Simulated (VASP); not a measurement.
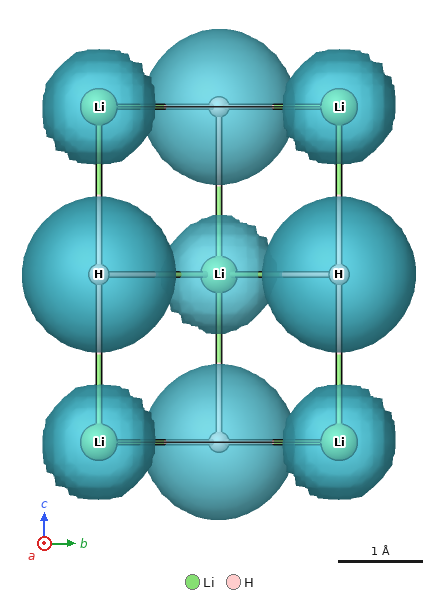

LiH. Isosurface of the valence charge density (pseudo) at 0.15 e/Å³ (cyan), seen along the a axis. Sticks mark near contacts.

Space group I4/mmm; started from the rocksalt prototype, which need not be the ambient phase; changed on purpose from its base cell (epitaxial xy strain +1.0%).

Level of theory: DFT, r2SCAN, plane waves, PAW in VASP 6.6.1.

Core electrons are frozen (PAW), and the valence fields are smoothed inside the atomic spheres.

How is the density connected at this value?

At this value the density breaks into separate islands; it holds about 75 % of the electrons treated as valence. It bridges none of the near contacts. It is pinched off along the sampled Li–H (2.00 Å) contacts. On the grid the lowest density along these lines, outside the cores, is 0.11 e/Å³ (Li–H, 2.00 Å).
